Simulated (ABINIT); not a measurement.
# Positron calculation of Sn (part 2 of 2)

Continued. System: Sn (2 atoms in the cell). Method: Kohn-Sham DFT of a periodic cell, LDA-Teter, JTH PAW LDA v2.0, no spin polarisation (ABINIT 10.8.3); cutoff 598.65 eV, 6×6×4 k-mesh, methfessel-paxton of 0.2 eV. The structure derives from an entry of the Crystallography Open Database. The geometry was changed: volume scaled by 0.96.

Geometry of the input (Å; fractional positions):
```
0.0000  3.1385  0.0000
1.5693  1.5693  -2.8762
-4.7078  1.5693  -2.8762
Sn 0.9642  0.5429  0.5028
Sn 0.0358  0.9571  0.9972
```

### Output, continued
```
 cartesian forces (hartree/bohr) at end:
    1     -0.00368109193703    -0.00007090723242    -0.00175864147843
    2      0.00368109193703     0.00007090723242     0.00175864147843
 frms,max,avg= 2.3557225E-03 3.6810919E-03   0.000E+00  0.000E+00  0.000E+00 h/b

 cartesian forces (eV/Angstrom) at end:
    1     -0.18928935810069    -0.00364619649238    -0.09043298083164
    2      0.18928935810069     0.00364619649238     0.09043298083164
 frms,max,avg= 1.2113612E-01 1.8928936E-01   0.000E+00  0.000E+00  0.000E+00 e/A
 length scales=  1.000000000000  1.000000000000  1.000000000000 bohr
              =  0.529177210544  0.529177210544  0.529177210544 angstroms
 Fermi (or HOMO) energy (hartree) =   0.22189   Average Vxc (hartree)=  -0.37782
 Eigenvalues (hartree) for nkpt=  76  k points:
 kpt#   1, nband= 18, wtk=  0.00694, kpt=  0.0000  0.0000  0.0000 (reduced coord)
  -0.57415   -0.57176   -0.56989   -0.56889   -0.56679   -0.56668   -0.56649   -0.56467
  -0.56351   -0.56288   -0.18249   -0.02717    0.05841    0.33004    0.41790    0.47307
   0.49292    0.50858
      occupation numbers for kpt#   1
   2.00000    2.00000    2.00000    2.00000    2.00000    2.00000    2.00000    2.00000
   2.00000    2.00000    2.00000    2.00000    2.00000    0.00000    0.00000    0.00000
   0.00000    0.00000
 prteigrs : prtvol=0 or 1, do not print more k-points.

--- !EnergyTerms
iteration_state     : {dtset: 1, }
comment             : Components of total free energy in Hartree
kinetic             :  2.35132512045836E+01
hartree             :  4.86957153527730E+01
xc                  : -1.36344284419880E+01
Ewald energy        : -9.78677564891107E+01
psp_core            :  3.61293644307294E+00
local_psp           : -1.35883612266514E+02
PAW spherical_terms :  3.18297409168608E+01
internal            : -1.39734153280322E+02
'-kT*entropy'       :  1.20624109711467E-05
total_energy        : -1.39734141217911E+02
total_energy_eV     : -3.80235968843103E+03
...

--- !EnergyTermsDC
iteration_state     : {dtset: 1, }
comment             : '"Double-counting" decomposition of free energy'
band_energy         : -1.09324131136321E+01
Ewald energy        : -9.78677564891107E+01
psp_core            :  3.61293644307294E+00
xc_dc               : -5.31345905615272E+01
PAW spherical_terms :  1.85876709651016E+01
internal            : -1.39734152756095E+02
'-kT*entropy'       :  1.20624109711467E-05
total_energy_dc     : -1.39734140693684E+02
total_energy_dc_eV  : -3.80235967416610E+03
...

--- !EnergyTermsWithPAWCore
iteration_state     : {dtset: 1, }
comment             : 'Components of total free energy, including PAW core contributions'
Total energy        : -1.23439845932624E+04
Total energy DC     : -1.23439845927382E+04
Total energy (eV)   : -3.35896932581702E+05
Total energy DC (eV): -3.35896932567437E+05
...

 Cartesian components of stress tensor (hartree/bohr^3)
  sigma(1 1)=  1.12365324E-04  sigma(3 2)= -2.93733304E-07
  sigma(2 2)=  1.16761921E-04  sigma(3 1)=  1.03095451E-05
  sigma(3 3)=  1.72308831E-04  sigma(2 1)=  8.04236328E-06

-Cartesian components of stress tensor (GPa)         [Pressure= -3.9369E+00 GPa]
- sigma(1 1)=  3.30590198E+00  sigma(3 2)= -8.64193218E-03
- sigma(2 2)=  3.43525432E+00  sigma(3 1)=  3.03317290E-01
- sigma(3 3)=  5.06950084E+00  sigma(2 1)=  2.36614497E-01

================================================================================
== DATASET  2 ==================================================================

--- !DatasetInfo
iteration_state: {dtset: 2, }
dimensions: {natom: 2, nkpt: 1, mband: 1, nsppol: 1, nspinor: 1, nspden: 1, mpw: 942, }
cutoff_energies: {ecut:  22.0, pawecutdg:  44.0, }
electrons: {nelect:   1.00000000E+00, charge:   0.00000000E+00, occopt:   2.00000000E+00, tsmear:   1.00000000E-02, }
meta: {optdriver: 0, ionmov: 0, optcell: 0, iscf: 17, paral_kgb: 0, }
...

 mkfilename : getden/=0, take file _DEN from output of DATASET   1.

 Exchange-correlation functional for the present dataset will be:
  LDA: new Teter (4/93) with spin-polarized option - ixc=1
  S. Goedecker, M. Teter, J. Huetter, PRB 54, 1703 (1996)

 Real(R)+Recip(G) space primitive vectors, cartesian coordinates (Bohr,Bohr^-1):
 R(1)=  0.0000000  5.9309083  0.0000000  G(1)=  0.0000000  0.1686082  0.0919910
 R(2)=  2.9654541  2.9654541 -5.4353144  G(2)=  0.0843041  0.0000000 -0.1379865
 R(3)= -8.8963624  2.9654541 -5.4353144  G(3)= -0.0843041  0.0000000 -0.0459955
 Unit cell volume ucvol=  3.8238168E+02 bohr^3
 Angles (23,13,12)=  8.07548252E+01  7.41217830E+01  6.44081941E+01 degrees

 Coarse grid specifications (used for wave-functions):

 getcut: wavevector=  0.0000  0.0000  0.0000  ngfft=  27  30  48
         ecut(hartree)=     22.000   => boxcut(ratio)=   2.07086

 Fine grid specifications (used for densities):

 getcut: wavevector=  0.0000  0.0000  0.0000  ngfft=  36  45  72
         ecut(hartree)=     44.000   => boxcut(ratio)=   2.03278

--- Pseudopotential description ------------------------------------------------
- pspini: atom type   1  psp file is ./Sn.LDA_PW-JTH.xml
 Pseudopotential format is: paw10
 basis_size (lnmax)=  6 (lmn_size= 18), orbitals=   0   0   1   1   2   2
 Spheres core radius: rc_sph= 2.51086398
 Shapefunction is BESSEL type: shapef(r,l)=aa(1,l)*jl(q(1,l)*r)+aa(2,l)*jl(q(2,l)*r)
 Radius for shape functions =  1.40702157
 Compensation charge density is not taken into account in XC energy/potential

--------------------------------------------------------------------------------

================================================================================

--- !BeginCycle
iteration_state: {dtset: 2, }
solver: {iscf: 17, nstep: 80, nline: 10, wfoptalg: 10, }
tolerances: {toldfe: 1.00E-07, }
...

     iter   Etot(hartree)      deltaE(h)  residm     nres2
 ETOT  1  -139.98877288707    -1.400E+02 8.694E-03 4.152E-01
 ETOT  2  -140.15930488170    -1.705E-01 1.623E-02 8.362E-02
 ETOT  3  -140.16643085326    -7.126E-03 9.015E-09 3.359E-02
 ETOT  4  -140.16643085521    -1.944E-09 5.745E-13 8.210E-03
 ETOT  5  -140.16643085637    -1.166E-09 6.381E-19 1.588E-03

 At SCF step    5, etot is converged :
  for the second time, diff in etot=  1.166E-09 < toldfe=  1.000E-07

--- !ResultsGS
iteration_state: {dtset: 2, }
comment   : Summary of ground state results
lattice_vectors:
- [  0.0000000,   5.9309083,   0.0000000, ]
- [  2.9654541,   2.9654541,  -5.4353144, ]
- [ -8.8963624,   2.9654541,  -5.4353144, ]
lattice_lengths: [   5.93091,    6.86516,   10.83890, ]
lattice_angles: [ 80.755,  74.122,  64.408, ] # degrees, (23, 13, 12)
lattice_volume:   3.8238168E+02
convergence: {deltae: -1.166E-09, res2:  1.588E-03, residm:  6.381E-19, diffor:  0.000E+00, }
etotal    :  -1.40166431E+02
entropy   :   0.00000000E+00
fermie    :  -4.32290162E-01
cartesian_stress_tensor: null
pressure_GPa: null
xred      :
- [  9.6423E-01,   5.4295E-01,   5.0282E-01, Sn]
- [  3.5774E-02,   9.5705E-01,   9.9718E-01, Sn]
cartesian_forces: null
force_length_stats: {min: null, max: null, mean: null, }
...

 Integrated electronic density in atomic spheres:
 ------------------------------------------------
 Atom  Sphere_radius  Integrated_density
    1        2.51086          0.06576399
    2        2.51086          0.06580875

--------------------------------------------------------------------------------
 Results for electron-positron annihilation:

 # Zero-positron density limit of Arponen and Pajanne fitted by Sterne & Kaiser
   Ref.: P.A. Sterne and J.H. Kaiser, Phys. Rev. B 43, 13892 (1991)
 # Enhancement factor of Sterne & Kaiser
   Ref.: P.A. Sterne and J.H. Kaiser, Phys. Rev. B 43, 13892 (1991)

 Positron lifetime                         (ps)   =  2.02498027E+02
 Positron lifetime with IPM for core elec. (ps)   =  2.02225248E+02
 Annihilation rate                         (ns-1) =  4.93831972E+00
 Annihilation rate with IPM for core elec. (ns-1) =  4.94498095E+00

 Annihilation rate core/valence decomposition:
   Core    contribution to ann.rate          (ns-1) =  9.78387766E-02
   Valence contribution to ann.rate          (ns-1) =  4.84048095E+00
   Core    contribution to ann.rate with IPM (ns-1) =  8.31658961E-02
   Valence contribution to ann.rate with IPM (ns-1) =  4.86181505E+00

 Annihilation rate PAW decomposition:
   Plane-wave contribution to ann.rate          (ns-1) =  4.90407082E+00
   Plane-wave valence contribution to ann.rate  (ns-1) =  4.76994614E+00
   On-site core contribution to ann.rate        (ns-1) = -3.62859005E-02
   On-site valence contribution to ann.rate     (ns-1) =  7.05348057E-02
   Plane-wave contribution to ann.rate with IPM (ns-1) =  4.85828226E+00
   Plane-wave core contrb. to ann.rate with IPM (ns-1) =  6.39781544E-02

      (*) IPM=Independent particle Model

================================================================================

 ----iterations are completed or convergence reached----

 Mean square residual over all n,k,spin=   63.808E-20; max=  63.808E-20
 reduced coordinates (array xred) for    2 atoms
       0.964225520000      0.542949670000      0.502817920000
       0.035774480000      0.957050330000      0.997182080000
 rms dE/dt=  0.0000E+00; max dE/dt=  0.0000E+00; dE/dt below (all hartree)
    1       0.000000000000      0.000000000000      0.000000000000
    2       0.000000000000      0.000000000000      0.000000000000

 cartesian coordinates (angstrom) at end:
    1     -1.51511801050549     4.66729479467452    -3.00788327253200
    2     -3.19263421819451     3.17895891982548    -5.62085020886800
 length scales=  1.000000000000  1.000000000000  1.000000000000 bohr
              =  0.529177210544  0.529177210544  0.529177210544 angstroms
 Fermi (or HOMO) energy (hartree) =  -0.43229   Average Vxc (hartree)=  -0.33012
 Eigenvalues (hartree) for nkpt=   1  k points:
 kpt#   1, nband=  1, wtk=  1.00000, kpt=  0.0000  0.0000  0.0000 (reduced coord)
  -0.43229

--- !EnergyTerms
iteration_state     : {dtset: 2, }
comment             : Components of total free energy in Hartree
kinetic             :  7.64806801804400E-02
local_psp           : -8.00671627281694E-01
PAW spherical_terms :  2.95153783273569E-02
positronic          : -6.94675568773901E-01
electronic          : -1.39734140693684E+02
electron_positron_interaction:  2.64606686797463E-01
total_energy        : -1.40164209575661E+02
total_energy_eV     : -3.81406244462594E+03
...

--- !EnergyTermsDC
iteration_state     : {dtset: 2, }
comment             : '"Double-counting" decomposition of free energy'
band_energy         : -4.32290161882988E-01
PAW spherical_terms :  0.00000000000000E+00
electron_positron_dc: -2.64606687604458E-01
positronic          : -6.96896849487443E-01
electronic          : -1.39734140693684E+02
electron_positron_interaction:  2.64606686797463E-01
total_energy_dc     : -1.40166430856374E+02
total_energy_dc_eV  : -3.81412288875339E+03
...

== END DATASET(S) ==============================================================
================================================================================

 -outvars: echo values of variables after computation  --------
            acell      1.0000000000E+00  1.0000000000E+00  1.0000000000E+00 Bohr
           etotal1    -1.3973414069E+02
           etotal2    -1.4016643086E+02
            fcart1    -3.6810919370E-03 -7.0907232417E-05 -1.7586414784E-03
                       3.6810919370E-03  7.0907232417E-05  1.7586414784E-03
            fcart2     9.9999999999E+99  9.9999999999E+99  9.9999999999E+99
                       9.9999999999E+99  9.9999999999E+99  9.9999999999E+99
            rprim      0.0000000000E+00  5.9309082539E+00  0.0000000000E+00
                       2.9654541270E+00  2.9654541270E+00 -5.4353143644E+00
                      -8.8963623809E+00  2.9654541270E+00 -5.4353143644E+00
           strten1     1.1236532439E-04  1.1676192111E-04  1.7230883118E-04
                      -2.9373330449E-07  1.0309545128E-05  8.0423632785E-06
           strten2     9.9999999999E+99  9.9999999999E+99  9.9999999999E+99
                       9.9999999999E+99  9.9999999999E+99  9.9999999999E+99
           xangst     -1.5151180105E+00  4.6672947947E+00 -3.0078832725E+00
                      -3.1926342182E+00  3.1789589198E+00 -5.6208502089E+00
             xred      9.6422552000E-01  5.4294967000E-01  5.0281792000E-01
                       3.5774480000E-02  9.5705033000E-01  9.9718208000E-01
 Calculation completed.
```

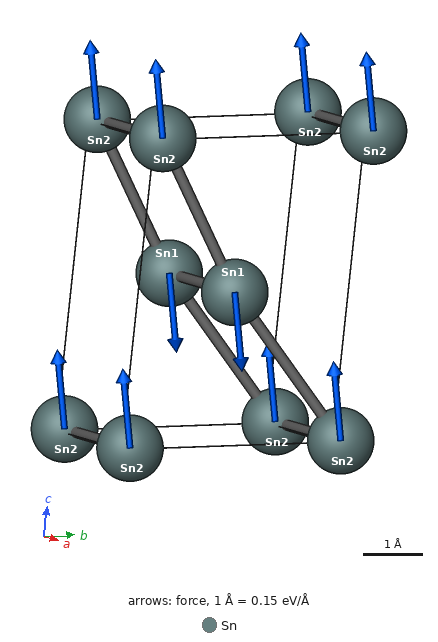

*Forces on the atoms as blue arrows (ball-and-stick view of the cell of the calculation, set on other vectors, seen slightly off an axis; atoms are numbered from 1 in the order of the input).*

The largest act on Sn1, Sn2 (0.21 eV/Å). The geometry is not a stationary point of this energy.

### Summary

```csv
quantity,value
outcome,converged
space group (tolerance 0.01 Å),P-1 (2)
electrons treated,28
free energy,−3802.3597 eV
positron lifetime (one of the program's estimates),202.5 ps
Fermi energy,6.038 eV
gap on the k-point mesh,none (metallic)
pressure,−3.94 GPa
largest force (length of the vector),0.210 eV/Å
wall time,75 s
peak memory,0.16 GiB
```

### Remarks

Points of doubt noted for this run: PAW basis incomplete for positron.
